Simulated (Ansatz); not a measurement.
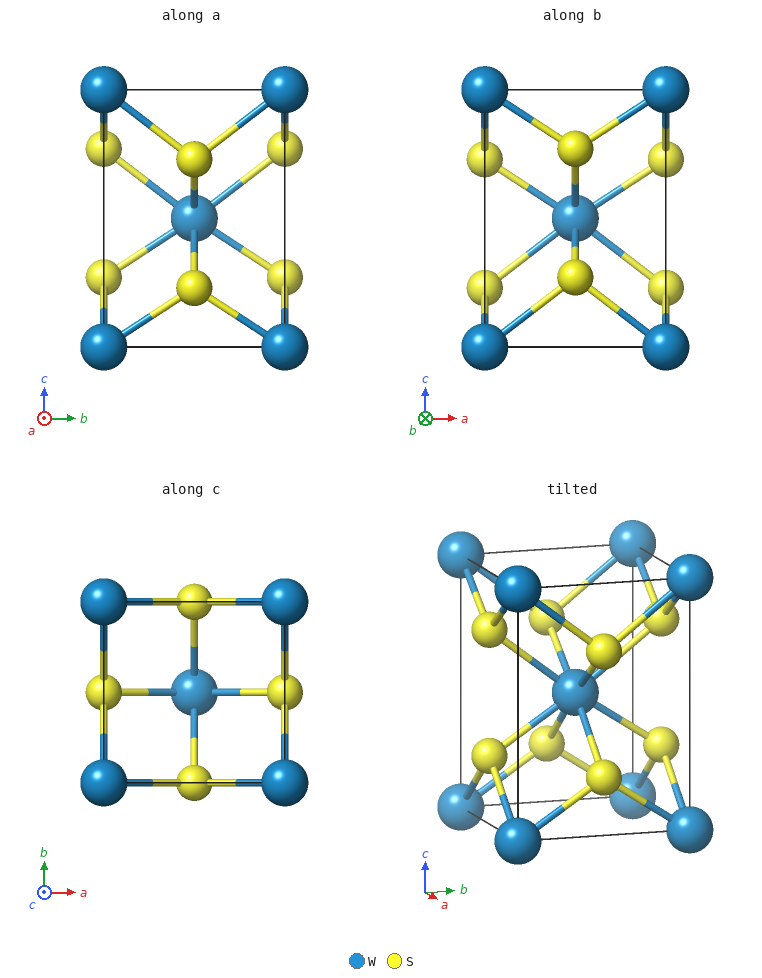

Shown here is a ball-and-stick view of the crystal, taken along the a axis, along the b axis, along the c axis and slightly off an axis. The conventional unit cell is outlined; an atom on or near a face, edge or corner is repeated at each equivalent position.

Lattice parameters: a = 4.197 Å, b = 4.197 Å, c = 5.963 Å, α = 90.00°, β = 90.00°, γ = 90.00°.

Give the structure in the form of a table of Wyckoff sites, with free fractional coordinates to two decimals.

Answer. Space group P4_2/nmc:1 (No. 137).
```csv
atom,site,x,y,z
W,2a,0.00,0.00,0.00
S,4d,0.00,0.50,0.23
```

The model was built from a structure type filled with these elements by a generator (whether the compound takes this form wasn't checked). The picture shows the end point of a geometry optimisation with DFT r2SCAN, scalar-relativistic, plane waves, PAW in Ansatz 0.2.0.
